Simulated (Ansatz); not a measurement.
# WS₂: single-point calculation (part 3 of 3)

WS₂ (6 atoms in the cell); DFT LDA, scalar-relativistic, plane waves, PAW, spin-polarised (Ansatz 0.2.0); cutoff 420 eV, 7×7×2 k-mesh, Gaussian smearing of 0.05 eV, collinear spins. The structure derives from an entry of the Crystallography Open Database. It belongs to a series of runs on one base structure; here: random orbitals: harmonics, high filling.

Geometry of the input (Å; fractional positions):
```
3.1800  0.0000  0.0000
-1.5900  2.7540  0.0000
0.0000  0.0000  12.5000
W  0.3333  0.6667  0.2500
W  0.6667  0.3333  0.7500
S  0.3333  0.6667  0.6200
S  0.6667  0.3333  0.1200
S  0.3333  0.6667  0.8800
S  0.6667  0.3333  0.3800
```

The program's output, continued:
```
--- Forces (eV/Å), atoms counted from 1 ---
  atom   1  W     -0.00000000    -0.00000010     0.00000000
  atom   2  W      0.00000000     0.00000010     0.00000000
  atom   3  S     -0.00000000    -0.00000003     1.48143885
  atom   4  S      0.00000000     0.00000003     1.48143852
  atom   5  S     -0.00000000    -0.00000003    -1.48143885
  atom   6  S      0.00000000     0.00000003    -1.48143852
  max |Σ_I F_I| component: 7.94e-11 eV/Å
--- Stress (GPa, compression-positive) ---
       -9.774065       0.000000       0.000000
        0.000000      -9.774058       0.000000
        0.000000       0.000000     -14.853189
  P = ⅓ Tr σ = -11.4671 GPa (-114.671 kbar)
--- Band table (eV; the first three rows and the last of 64) ---
  k-point 0 ↑: bands = ["-63.5997", "-63.5996", "-27.8487", "-27.8486", "-27.6725", "-27.6725", "-27.6725", "-27.6725", "-4.2601", "-3.9990", "-2.9291", "-2.4668", "3.5591", "4.6587", "7.0803", "7.8401", "7.8401", "7.8561", "7.8561", "8.9790", "8.9790", "9.0372", "9.0372", "9.4867", "9.6398", "10.8362", "13.1429", "13.1429", "13.2045", "13.2045", "13.2246", "13.2246", "13.3309", "13.3309"]
  k-point 1 ↑: bands = ["-63.5997", "-63.5996", "-27.8486", "-27.8486", "-27.6725", "-27.6725", "-27.6725", "-27.6725", "-4.1476", "-4.1476", "-2.6836", "-2.6836", "4.0240", "4.0240", "7.8479", "7.8479", "7.8479", "7.8479", "8.0612", "8.0612", "9.0080", "9.0080", "9.0080", "9.0080", "10.5486", "10.5486", "13.1768", "13.1768", "13.1768", "13.1768", "13.2741", "13.2741", "13.2741", "13.2741"]
  k-point 2 ↑: bands = ["-63.5965", "-63.5965", "-27.8376", "-27.8376", "-27.7352", "-27.7352", "-27.6872", "-27.6872", "-3.9355", "-3.6763", "-2.7723", "-2.3478", "3.9605", "5.0549", "6.7306", "7.0229", "7.0727", "7.9502", "8.1400", "8.1763", "8.5047", "8.5763", "8.8548", "9.6109", "9.6802", "10.2706", "12.4977", "12.8815", "13.0008", "13.0064", "13.1161", "13.2360", "13.6559", "13.7738"]
  k-point 31 ↓: bands = ["-63.5850", "-63.5850", "-27.9325", "-27.9325", "-27.7971", "-27.7971", "-27.7673", "-27.7673", "-2.3872", "-2.3872", "-1.9311", "-1.9311", "4.7889", "4.7889", "5.5916", "5.5916", "6.1469", "6.1469", "7.0706", "7.0706", "7.9977", "7.9977", "8.5539", "8.5539", "9.6301", "9.6301", "12.4662", "12.4662", "13.4084", "13.4084", "13.7995", "13.7995", "14.8912", "14.8912"]
Occupation matrices written to [file]
--- Löwdin populations: 6 sites ---
  site symbol       q [e]    m [muB]
     0      W     13.5447    -0.0000
     1      W     13.5447     0.0000
     2      S      6.1142    -0.0000
     3      S      6.1142     0.0000
     4      S      6.1142    -0.0000
     5      S      6.1142     0.0000
  spilling = 0.008726 (of n_electrons = 52.000000)
--- Occupation matrices: 2 shells (run DFT+U table (all-electron-ortho-atomic); ε = 2.00e-2, provisional) ---
  W0 d_5D: site group D3h (-6m2)
  W0 d_5D up     Tr n = 2.4656  λ = 0.448 0.448 0.510 0.510 0.550  [2× xz 0.50 E''(1.00) | 2× x2-y2 0.50 E'(1.00) | z2 1.00 A1'(1.00)]
  W0 d_5D dn     Tr n = 2.4656  λ = 0.448 0.448 0.510 0.510 0.550  [2× xz 0.50 E''(1.00) | 2× x2-y2 0.50 E'(1.00) | z2 1.00 A1'(1.00)]
  specified occupation → W0 d_5D up: matrix, ‖Δ‖_F = 1.0901, Tr Δ = -0.4656, displaced = 1.2150, d_λ = 0.9971; orbital distance = 1.5811
  specified occupation → W0 d_5D dn: matrix, ‖Δ‖_F = 1.0617, Tr Δ = -2.3656, displaced = 1.1828, d_λ = 1.0617; orbital distance = 0.0000
  W1 d_5D: site group D3h (-6m2)
  W1 d_5D up     Tr n = 2.4656  λ = 0.448 0.448 0.510 0.510 0.550  [2× xz 0.50 E''(1.00) | 2× x2-y2 0.50 E'(1.00) | z2 1.00 A1'(1.00)]
  W1 d_5D dn     Tr n = 2.4656  λ = 0.448 0.448 0.510 0.510 0.550  [2× xz 0.50 E''(1.00) | 2× x2-y2 0.50 E'(1.00) | z2 1.00 A1'(1.00)]
  specified occupation → W1 d_5D up: matrix, ‖Δ‖_F = 1.0617, Tr Δ = -2.3656, displaced = 1.1828, d_λ = 1.0617; orbital distance = 0.0000
  specified occupation → W1 d_5D dn: matrix, ‖Δ‖_F = 1.0901, Tr Δ = -0.4656, displaced = 1.2150, d_λ = 0.9971; orbital distance = 1.5811
  Tr n, λ and their labels are of the run-group-symmetrised matrices; stabiliser: 48 of 48 elements of G0×{1,Θ} (closed), max defect 4.3e-7 at τ = 4.2e-3
```

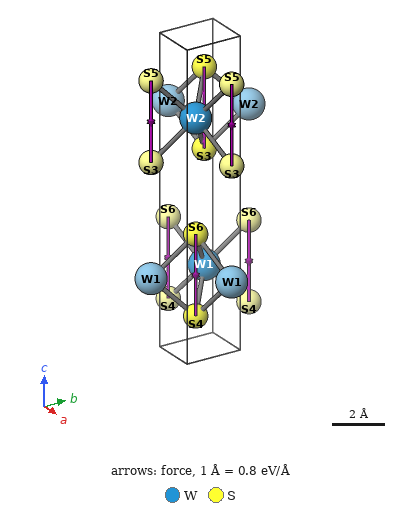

Fig. 1: Forces on the atoms as pink arrows (ball-and-stick view of the cell of the calculation, seen slightly off an axis; neighbours outside the cell are drawn fainter; atoms are numbered from 1 in the order of the input). The largest act on all 4 S atoms (1.48 eV/Å). The geometry is not a stationary point of this energy.

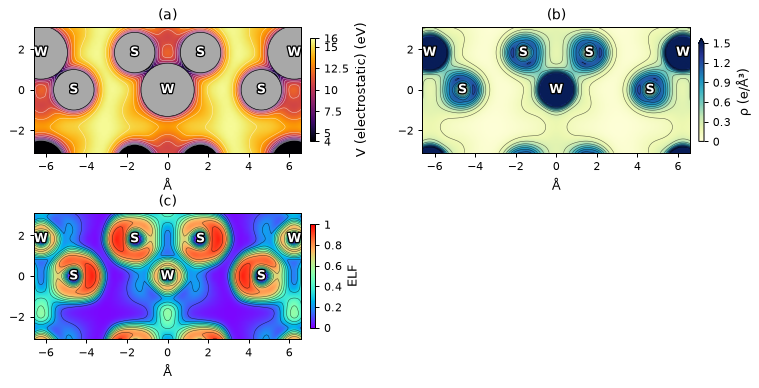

Fig. 2: (a) electrostatic potential energy of an electron; (b) valence electron density; (c) electron localisation function on the (110) plane of the conventional cell. Grey discs, where drawn, cover atomic cores. The plane passes through W and S nuclei. W–S (2.45 Å): ρ at the midpoint is about 0.58 e/Å³; the ELF is about 0.50 at the midpoint. Away from the nuclei the density in this plane falls to 0.02 e/Å³ at its lowest. The ELF has a maximum of about 0.55 in the space between the atoms. The strong features right at W lie inside the PAW spheres (semicore, d or f shells) and say nothing about bonding. Outside the cores the potential energy rises away from the atoms and is highest about 2.3 Å from the nearest atoms; outside the discs it spans about 11 eV, and its zero is arbitrary. In a PAW calculation such maps are meaningful between the atoms, not at the nuclei.

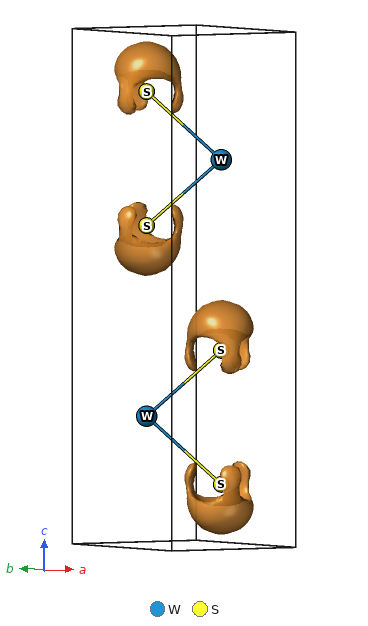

Fig. 3: Isosurface of the ELF at 0.85 (orange), seen at an oblique angle. Core shells and regions of very low density are left out. Sticks mark near contacts. The outline is the cell set on symmetry axes. Profiles from the grid: W–S (2.45 Å): the ELF is about 0.50 at the midpoint.

Key numbers:

- outcome: converged
- space group (tolerance 0.01 Å): P6₃/mmc (194)
- electrons treated: 52
- free energy: −23743.0642 eV
- Fermi energy: 11.341 eV
- gap on the k-point mesh: 1.01 eV
- net moment of the cell: 0.00 μB
- integrated absolute moment: 0.00 μB
- pressure: −11.47 GPa
- largest force (length of the vector): 1.481 eV/Å
- hardware: 4 threads of Arm Neoverse V2, 24 GiB of memory available, shared host
- wall time: 32 s (CPU time 2.1 min)
- peak memory: 0.54 GiB

Remarks:

Warnings of the run: some starting moments were not kept; the typed occupations were not kept; the occupation matrices lower the symmetry. Spin–orbit coupling is left out, which matters for W. The cell is under a tension of 11.5 GPa at this level, so it is not at its equilibrium volume.
